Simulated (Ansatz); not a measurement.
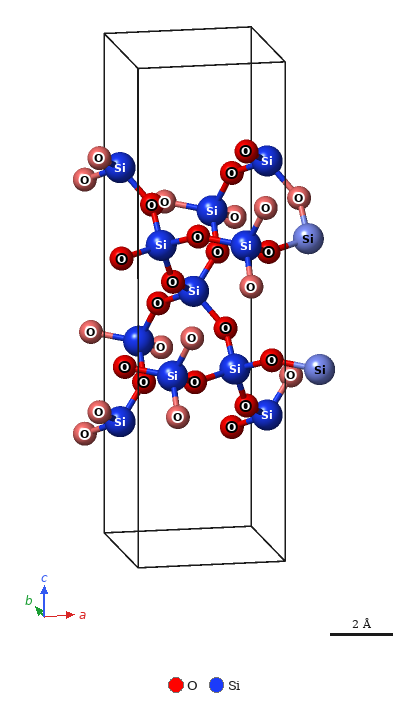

*The input geometry (ball-and-stick view of the cell of the calculation, with the vacuum cut short, seen slightly off an axis; neighbours outside the cell are drawn fainter). An atom can appear more than once, as a periodic image.*

**Geometry relaxation of SiO2 (part 1 of 3)**

The run: geometry relaxation of SiO2 (slab, 21 atoms in the cell). Method and program: DFT r2SCAN, scalar-relativistic, plane waves, PAW, no spin polarisation (Ansatz 0.2.0).

The structure derives from an entry of the Crystallography Open Database. It belongs to a series of runs on one base structure; here: (1 0 0) slab, atoms relaxed.

### Log
```
Engine: ansatz 0.2.0, x86_64-unknown-linux-gnu
Pseudopotentials: kind: paw
Pseudopotential: O, paw, valence charge 6, recommended cutoff 500 eV (meta_gga), O.paw.azcp
Pseudopotential: Si, paw, valence charge 4, recommended cutoff 500 eV (meta_gga), Si.paw.azcp
Functional definition: r2SCAN
  parameter k0 = 0.174
  parameter k1 = 0.065
  parameter a1 = 4.9479
  exchange = r2scan_x(k0 = k0, k1 = k1, a1 = a1)
  correlation = r2scan_c
Crystal: 21 atoms, lattice volume = 659.457 Å³
Basis set: ecut = 500 eV, 16717 PW (Γ), exchange–correlation on 144×160×768 points (64 copies of the dense FFT grid, shifted against one another)
Bands: 77, of which v1, the nominal top of the filled ones, is band 56 counted from 1 (55 counted from 0)
Symmetry: 1 space group operations
k-points: 16 of 30 (time reversal used)
Non-local potential: O, projectors of the file, l = 0: 2, l = 1: 2, l = 2: 1
Non-local potential: Si, projectors of the file, l = 0: 2, l = 1: 2, l = 2: 2
PAW form: soft (Blöchl's): semilocal exchange-correlation on the pseudo side does not see the compensation charge
PAW frozen core: O, regenerated for the run's functional (the file was generated under x = pbe(κ = 0.804, μ = 0.2195149727645171), c = pbe(β = 0.06672455060314922))
PAW frozen core: Si, regenerated for the run's functional (the file was generated under x = pbe(κ = 0.804, μ = 0.2195149727645171), c = pbe(β = 0.06672455060314922))
PAW one-centre angular grid: O, 302 points (default); XC on 160 Gauss nodes
PAW one-centre angular grid: Si, 302 points (default); XC on 160 Gauss nodes
Initial density: superposition of atomic densities (neutral atoms: chi_scale 0, normalization atom), corrected by the library's trained network
Initial wavefunctions: pseudopotential atomic-orbital guess
Functional: x = r2scan, c = r2scan; τ floored in thin density (d = 2e-4 eV/Å³)
SCF iter   1: F=—  HF=-12450.312487 eV  |F-HF|=—  |Δ(HF+E_count)|=         —  Δρ=7.83e-3  dr2=6.90e-1  dr2_τ=1.76e0  ethr=1.77e-3  p=-0.000 e·Å  D=-2.74e-12 V/Å  ΔV_dip=0.00 eV  dr2_dipole=3.20e-9  V_vac-E_F(+/−)=6.79/6.79 eV  ⟨swp⟩=7.6  Hψ=6619  notcnv=0  defer=176
efield: sawtooth ramp at fractional position 0.9800 (placed from the atoms, in the widest stretch of the axis that holds none; the zero of the levels goes with the place), width 0.0400; the density the first Hamiltonian is built on has a dipole p = -0.000 e·Å; the dipole correction subtracts the counter field D = -2.74e-12 V/Å, which shifts the + side's vacuum level by +0.00 eV against the − side's; the planar-averaged density in the ramp window peaks in size at 9.2e-6 e/Å³
preconditioner: auto → Resta (q_TF=auto, 2.030 Å⁻¹)  ε∞=1.9  [insulator: Δε(μ)=2.186 eV  Ē_g=16.566 eV  σ=0.050 eV  W_gap=1.00  n_scr=102 (ndim 8)  ℏωp=15.3 eV  f_vac=0.560  D(μ)=0.00/eV (n_scr^D=0)  ε∞_Penn≈1.9  vacuum switching on, ρ_ref=2.0e-2 e/Å³]
SCF iter   2: F=—  HF=-12450.809891 eV  |F-HF|=—  |Δ(HF+E_count)|=   4.97e-1  Δρ=9.34e-3  dr2=4.57e-1  dr2_τ=5.55e-2  ethr=6.16e-4  p=0.000 e·Å  D=1.37e-5 V/Å  ΔV_dip=-0.00 eV  dr2_dipole=2.99e-9  V_vac-E_F(+/−)=6.48/6.49 eV  ⟨swp⟩=3.2  Hψ=2309  notcnv=0  defer=251
SCF iter   3: F=—  HF=-12450.754116 eV  |F-HF|=—  |Δ(HF+E_count)|=   5.58e-2  Δρ=2.96e-3  dr2=4.94e-2  dr2_τ=4.79e-3  ethr=4.08e-4  p=0.000 e·Å  D=5.80e-6 V/Å  ΔV_dip=-0.00 eV  dr2_dipole=2.23e-10  V_vac-E_F(+/−)=6.68/6.68 eV  ⟨swp⟩=3.0  Hψ=1830  notcnv=0  defer=251
SCF iter   4: F=—  HF=-12450.750237 eV  |F-HF|=—  |Δ(HF+E_count)|=   3.88e-3  Δρ=9.87e-4  dr2=3.73e-3  dr2_τ=4.81e-4  ethr=4.41e-5  p=-0.000 e·Å  D=-1.02e-6 V/Å  ΔV_dip=0.00 eV  dr2_dipole=5.15e-12  V_vac-E_F(+/−)=6.63/6.63 eV  ⟨swp⟩=2.3  Hψ=1673  notcnv=0  defer=249
SCF iter   5: F=—  HF=-12450.751057 eV  |F-HF|=—  |Δ(HF+E_count)|=   8.20e-4  Δρ=1.80e-4  dr2=1.19e-4  dr2_τ=2.00e-5  ethr=3.33e-6  p=-0.000 e·Å  D=-1.87e-6 V/Å  ΔV_dip=0.00 eV  dr2_dipole=4.52e-11  V_vac-E_F(+/−)=6.62/6.62 eV  ⟨swp⟩=2.0  Hψ=1830  notcnv=0  defer=249
SCF iter   6: F=—  HF=-12450.751147 eV  |F-HF|=—  |Δ(HF+E_count)|=   8.97e-5  Δρ=6.86e-5  dr2=1.84e-5  dr2_τ=2.16e-6  ethr=1.06e-7  p=-0.000 e·Å  D=-5.24e-8 V/Å  ΔV_dip=0.00 eV  dr2_dipole=3.13e-14  V_vac-E_F(+/−)=6.62/6.62 eV  ⟨swp⟩=2.1  Hψ=1816  notcnv=0  defer=249
SCF iter   7: F=-12450.751169 eV  HF=-12450.751169 eV  |F-HF|=1.77e-7  |Δ(HF+E_count)|=   2.29e-5  Δρ=1.49e-5  dr2=1.48e-6  dr2_τ=1.25e-7  ethr=8.93e-9  p=-0.000 e·Å  D=-3.18e-8 V/Å  ΔV_dip=0.00 eV  dr2_dipole=2.35e-12  V_vac-E_F(+/−)=6.62/6.62 eV  ⟨swp⟩=27.1  Hψ=15871  notcnv=0
SCF 1 converged in 7 iterations: F = -12450.751169 eV  dr2 = 1.48e-6
  greatest PAW one-centre occupation: 0.880 electrons in one spin orbital (limit 2), on the O atom at site 0 (counted from 0), in its partial waves of l = 0
relax step   1: F+E_penalty+E_count = -12450.75116929 eV  Δ(F+E_penalty+E_count) = +0.000e0 eV  max|allowed force component| = 4.386e0 eV/Å  Δτ_max = 0.0000 Å  (7 SCF iters, dr2 threshold 1.00e-5 eV, accepted)
Initial density: handed on by an earlier stage of this run
Initial wavefunctions: those handed on with the density
iter 1 solved again at ethr=6.73e-4 eV; its pass at ethr=3.10e-3 eV (dr2=7.54e-1 eV) is discarded
SCF iter   1: F=—  HF=-12452.124341 eV  |F-HF|=—  |Δ(HF+E_count)|=         —  Δρ=1.22e-2  dr2=7.54e-1  dr2_τ=3.23e0  ethr=6.73e-4  p=-0.000 e·Å  D=-3.18e-8 V/Å  ΔV_dip=0.00 eV  dr2_dipole=2.80e-11  V_vac-E_F(+/−)=6.35/6.35 eV  ⟨swp⟩=1.1  Hψ=5683  notcnv=0  defer=255
efield: sawtooth ramp at fractional position 0.9800 (handed on by an earlier solve), width 0.0400; the density the first Hamiltonian is built on has a dipole p = -0.000 e·Å; the dipole correction subtracts the counter field D = -3.18e-8 V/Å, which shifts the + side's vacuum level by +0.00 eV against the − side's; the planar-averaged density in the ramp window peaks in size at 1.8e-6 e/Å³
preconditioner: auto → Resta (q_TF=auto, 2.030 Å⁻¹)  ε∞=1.9  [insulator: Δε(μ)=2.828 eV  Ē_g=16.556 eV  σ=0.050 eV  W_gap=1.00  n_scr=102 (ndim 8)  ℏωp=15.3 eV  f_vac=0.566  D(μ)=0.00/eV (n_scr^D=0)  ε∞_Penn≈1.9  vacuum switching on, ρ_ref=2.0e-2 e/Å³]
SCF iter   2: F=—  HF=-12451.944434 eV  |F-HF|=—  |Δ(HF+E_count)|=   1.80e-1  Δρ=6.01e-3  dr2=1.17e-1  dr2_τ=1.90e-2  ethr=6.73e-4  p=0.000 e·Å  D=1.76e-7 V/Å  ΔV_dip=-0.00 eV  dr2_dipole=3.80e-10  V_vac-E_F(+/−)=6.59/6.59 eV  ⟨swp⟩=3.1  Hψ=1817  notcnv=0  defer=255
SCF iter   3: F=—  HF=-12451.963935 eV  |F-HF|=—  |Δ(HF+E_count)|=   1.95e-2  Δρ=3.44e-3  dr2=6.78e-2  dr2_τ=7.81e-3  ethr=1.04e-4  p=0.000 e·Å  D=5.49e-6 V/Å  ΔV_dip=-0.00 eV  dr2_dipole=5.51e-10  V_vac-E_F(+/−)=6.80/6.80 eV  ⟨swp⟩=2.4  Hψ=2209  notcnv=0  defer=261
SCF iter   4: F=—  HF=-12451.960452 eV  |F-HF|=—  |Δ(HF+E_count)|=   3.48e-3  Δρ=1.04e-3  dr2=2.62e-3  dr2_τ=3.10e-4  ethr=6.06e-5  p=0.000 e·Å  D=2.14e-6 V/Å  ΔV_dip=-0.00 eV  dr2_dipole=4.41e-12  V_vac-E_F(+/−)=6.78/6.78 eV  ⟨swp⟩=2.0  Hψ=1750  notcnv=0  defer=261
SCF iter   5: F=—  HF=-12451.963089 eV  |F-HF|=—  |Δ(HF+E_count)|=   2.64e-3  Δρ=1.84e-4  dr2=1.39e-4  dr2_τ=1.19e-5  ethr=2.34e-6  p=0.000 e·Å  D=7.11e-7 V/Å  ΔV_dip=-0.00 eV  dr2_dipole=1.12e-10  V_vac-E_F(+/−)=6.80/6.80 eV  ⟨swp⟩=2.0  Hψ=2165  notcnv=0  defer=261
SCF iter   6: F=—  HF=-12451.963219 eV  |F-HF|=—  |Δ(HF+E_count)|=   1.30e-4  Δρ=5.81e-5  dr2=1.60e-5  dr2_τ=2.06e-6  ethr=1.24e-7  p=-0.000 e·Å  D=-3.67e-6 V/Å  ΔV_dip=0.00 eV  dr2_dipole=5.51e-10  V_vac-E_F(+/−)=6.80/6.80 eV  ⟨swp⟩=2.0  Hψ=1738  notcnv=0  defer=261
SCF iter   7: F=-12451.963227 eV  HF=-12451.963227 eV  |F-HF|=3.00e-7  |Δ(HF+E_count)|=   8.10e-6  Δρ=2.26e-5  dr2=2.43e-6  dr2_τ=3.63e-7  ethr=1.43e-8  p=0.000 e·Å  D=3.70e-6 V/Å  ΔV_dip=-0.00 eV  dr2_dipole=9.25e-10  V_vac-E_F(+/−)=6.80/6.80 eV  ⟨swp⟩=27.8  Hψ=16368  notcnv=0
SCF 2 converged in 7 iterations: F = -12451.963227 eV  dr2 = 2.43e-6
  greatest PAW one-centre occupation: 0.880 electrons in one spin orbital (limit 2), on the O atom at site 20 (counted from 0), in its partial waves of l = 0
relax step   2: F+E_penalty+E_count = -12451.96322724 eV  Δ(F+E_penalty+E_count) = -1.212e0 eV  max|allowed force component| = 3.764e0 eV/Å  Δτ_max = 0.1994 Å  (7 SCF iters, dr2 threshold 1.00e-4 eV, accepted)
[... from here on the SCF iterations and repeated set-up lines of each step are left out, up to the last step ...]
SCF 3 converged in 7 iterations: F = -12453.059208 eV  dr2 = 1.90e-6
relax step   3: F+E_penalty+E_count = -12453.05920838 eV  Δ(F+E_penalty+E_count) = -1.096e0 eV  max|allowed force component| = 2.096e0 eV/Å  Δτ_max = 0.2000 Å  (7 SCF iters, dr2 threshold 1.00e-4 eV, accepted)
SCF 4 converged in 7 iterations: F = -12453.299914 eV  dr2 = 2.25e-6
relax step   4: F+E_penalty+E_count = -12453.29991367 eV  Δ(F+E_penalty+E_count) = -2.407e-1 eV  max|allowed force component| = 5.473e-1 eV/Å  Δτ_max = 0.2000 Å  (7 SCF iters, dr2 threshold 1.00e-4 eV, accepted)
SCF 5 converged in 7 iterations: F = -12453.186694 eV  dr2 = 3.12e-6
relax step   5: F+E_penalty+E_count = -12453.18669366 eV  Δ(F+E_penalty+E_count) = +1.132e-1 eV  max|allowed force component| = 8.305e-1 eV/Å  Δτ_max = 0.1875 Å  (7 SCF iters, dr2 threshold 2.04e-5 eV, rejected (line search))
SCF 6 converged in 9 iterations: F = -12453.357702 eV  dr2 = 5.82e-9
relax step   6: F+E_penalty+E_count = -12453.35770220 eV  Δ(F+E_penalty+E_count) = -5.779e-2 eV  max|allowed force component| = 1.414e-1 eV/Å  Δτ_max = 0.0904 Å  (9 SCF iters, accepted)
SCF 7 converged in 7 iterations: F = -12453.371059 eV  dr2 = 2.55e-7
relax step   7: F+E_penalty+E_count = -12453.37105895 eV  Δ(F+E_penalty+E_count) = -1.336e-2 eV  max|allowed force component| = 4.937e-2 eV/Å  Δτ_max = 0.1000 Å  (7 SCF iters, dr2 threshold 1.33e-6 eV, accepted)
SCF 8 converged in 8 iterations: F = -12453.380129 eV  dr2 = 5.44e-8
relax step   8: F+E_penalty+E_count = -12453.38012871 eV  Δ(F+E_penalty+E_count) = -9.070e-3 eV  max|allowed force component| = 3.262e-2 eV/Å  Δτ_max = 0.1140 Å  (8 SCF iters, accepted)
SCF 9 converged in 8 iterations: F = -12453.383798 eV  dr2 = 9.00e-8
relax step   9: F+E_penalty+E_count = -12453.38379809 eV  Δ(F+E_penalty+E_count) = -3.669e-3 eV  max|allowed force component| = 1.309e-1 eV/Å  Δτ_max = 0.1951 Å  (8 SCF iters, accepted)
SCF 10 converged in 6 iterations: F = -12453.321725 eV  dr2 = 1.82e-6
relax step  10: F+E_penalty+E_count = -12453.32172514 eV  Δ(F+E_penalty+E_count) = +6.207e-2 eV  max|allowed force component| = 8.719e-1 eV/Å  Δτ_max = 0.0471 Å  (6 SCF iters, dr2 threshold 7.48e-6 eV, rejected (line search))
SCF iter   1: F=—  HF=-12453.395677 eV  |F-HF|=—  |Δ(HF+E_count)|=         —  Δρ=3.04e-3  dr2=5.86e-2  dr2_τ=3.38e-1  ethr=5.71e-4  p=-0.000 e·Å  D=-1.04e-4 V/Å  ΔV_dip=0.00 eV  dr2_dipole=5.92e-8  V_vac-E_F(+/−)=6.07/6.07 eV  ⟨swp⟩=3.3  Hψ=2563  notcnv=0  defer=266
efield: sawtooth ramp at fractional position 0.9800 (handed on by an earlier solve), width 0.0400; the density the first Hamiltonian is built on has a dipole p = -0.000 e·Å; the dipole correction subtracts the counter field D = -1.04e-4 V/Å, which shifts the + side's vacuum level by +0.00 eV against the − side's; the planar-averaged density in the ramp window peaks in size at 2.8e-6 e/Å³
preconditioner: auto → Resta (q_TF=auto, 2.030 Å⁻¹)  ε∞=1.8  [insulator: Δε(μ)=4.482 eV  Ē_g=16.924 eV  σ=0.050 eV  W_gap=1.00  n_scr=102 (ndim 8)  ℏωp=15.3 eV  f_vac=0.583  D(μ)=0.00/eV (n_scr^D=0)  ε∞_Penn≈1.8  vacuum switching on, ρ_ref=2.1e-2 e/Å³]
SCF iter   2: F=—  HF=-12453.388439 eV  |F-HF|=—  |Δ(HF+E_count)|=   7.24e-3  Δρ=1.52e-3  dr2=1.28e-2  dr2_τ=8.18e-4  ethr=5.23e-5  p=-0.000 e·Å  D=-4.40e-5 V/Å  ΔV_dip=0.00 eV  dr2_dipole=2.66e-9  V_vac-E_F(+/−)=6.12/6.12 eV  ⟨swp⟩=2.1  Hψ=2199  notcnv=0  defer=266
SCF iter   3: F=—  HF=-12453.386898 eV  |F-HF|=—  |Δ(HF+E_count)|=   1.54e-3  Δρ=1.11e-3  dr2=7.15e-3  dr2_τ=1.03e-3  ethr=1.14e-5  p=-0.000 e·Å  D=-2.71e-5 V/Å  ΔV_dip=0.00 eV  dr2_dipole=2.55e-9  V_vac-E_F(+/−)=6.11/6.11 eV  ⟨swp⟩=2.0  Hψ=1765  notcnv=0  defer=266
SCF iter   4: F=—  HF=-12453.385464 eV  |F-HF|=—  |Δ(HF+E_count)|=   1.43e-3  Δρ=2.50e-4  dr2=1.81e-4  dr2_τ=2.70e-5  ethr=6.38e-6  p=-0.000 e·Å  D=-1.64e-5 V/Å  ΔV_dip=0.00 eV  dr2_dipole=5.67e-11  V_vac-E_F(+/−)=6.12/6.12 eV  ⟨swp⟩=2.0  Hψ=1670  notcnv=0  defer=266
SCF iter   5: F=—  HF=-12453.385507 eV  |F-HF|=—  |Δ(HF+E_count)|=   4.33e-5  Δρ=1.02e-4  dr2=4.39e-5  dr2_τ=6.72e-6  ethr=1.62e-7  p=-0.000 e·Å  D=-1.87e-5 V/Å  ΔV_dip=0.00 eV  dr2_dipole=1.78e-11  V_vac-E_F(+/−)=6.12/6.12 eV  ⟨swp⟩=2.0  Hψ=1732  notcnv=0  defer=266
SCF iter   6: F=—  HF=-12453.385677 eV  |F-HF|=—  |Δ(HF+E_count)|=   1.69e-4  Δρ=1.93e-5  dr2=1.66e-6  dr2_τ=4.85e-7  ethr=3.92e-8  p=-0.000 e·Å  D=-1.77e-5 V/Å  ΔV_dip=0.00 eV  dr2_dipole=5.48e-12  V_vac-E_F(+/−)=6.12/6.12 eV  ⟨swp⟩=2.0  Hψ=1730  notcnv=0  defer=266
SCF iter   7: F=—  HF=-12453.385677 eV  |F-HF|=—  |Δ(HF+E_count)|=   5.54e-7  Δρ=6.64e-6  dr2=1.41e-7  dr2_τ=1.76e-8  ethr=1.48e-9  p=-0.000 e·Å  D=-1.70e-5 V/Å  ΔV_dip=0.00 eV  dr2_dipole=4.36e-13  V_vac-E_F(+/−)=6.12/6.12 eV  ⟨swp⟩=2.0  Hψ=1742  notcnv=0  defer=266
SCF iter   8: F=-12453.385677 eV  HF=-12453.385677 eV  |F-HF|=2.98e-8  |Δ(HF+E_count)|=   1.54e-7  Δρ=3.25e-6  dr2=4.84e-8  dr2_τ=7.69e-9  ethr=8.93e-11  p=-0.000 e·Å  D=-1.67e-5 V/Å  ΔV_dip=0.00 eV  dr2_dipole=1.00e-13  V_vac-E_F(+/−)=6.12/6.12 eV  ⟨swp⟩=22.2  Hψ=11912  notcnv=0
SCF 11 converged in 8 iterations: F = -12453.385677 eV  dr2 = 4.84e-8
relax step  11: F+E_penalty+E_count = -12453.38567722 eV  Δ(F+E_penalty+E_count) = -1.879e-3 eV  max|allowed force component| = 5.856e-3 eV/Å  Δτ_max = 0.0125 Å  (8 SCF iters, accepted)
iter 1 solved again at ethr=4.33e-11 eV; its pass at ethr=3.10e-3 eV (dr2=4.85e-8 eV) is discarded
SCF iter   1: F=—  HF=-12453.385677 eV  |F-HF|=—  |Δ(HF+E_count)|=         —  Δρ=3.25e-6  dr2=4.84e-8  dr2_τ=7.69e-9  ethr=4.33e-11  p=-0.000 e·Å  D=-1.67e-5 V/Å  ΔV_dip=0.00 eV  dr2_dipole=1.02e-13  V_vac-E_F(+/−)=6.12/6.12 eV  ⟨swp⟩=1.0  Hψ=3433  notcnv=0
efield: sawtooth ramp at fractional position 0.9800 (kept from the solve that this one continues, or follows in the run), width 0.0400; the density the first Hamiltonian is built on has a dipole p = -0.000 e·Å; the dipole correction subtracts the counter field D = -1.67e-5 V/Å, which shifts the + side's vacuum level by +0.00 eV against the − side's; the planar-averaged density in the ramp window peaks in size at 2.8e-6 e/Å³
preconditioner: auto → Resta (q_TF=auto, 2.030 Å⁻¹)  ε∞=1.8  [insulator: Δε(μ)=4.543 eV  Ē_g=16.915 eV  σ=0.050 eV  W_gap=1.00  n_scr=102 (ndim 8)  ℏωp=15.3 eV  f_vac=0.583  D(μ)=0.00/eV (n_scr^D=0)  ε∞_Penn≈1.8  vacuum switching on, ρ_ref=2.1e-2 e/Å³]
SCF iter   2: F=-12453.385677 eV  HF=-12453.385677 eV  |F-HF|=7.35e-10  |Δ(HF+E_count)|=   6.45e-9  Δρ=9.15e-7  dr2=4.14e-9  dr2_τ=1.93e-9  ethr=4.32e-11  p=-0.000 e·Å  D=-1.68e-5 V/Å  ΔV_dip=0.00 eV  dr2_dipole=3.97e-14  V_vac-E_F(+/−)=6.12/6.12 eV  ⟨swp⟩=11.9  Hψ=9214  notcnv=0
SCF 12 converged in 2 iterations: F = -12453.385677 eV  dr2 = 4.14e-9
```
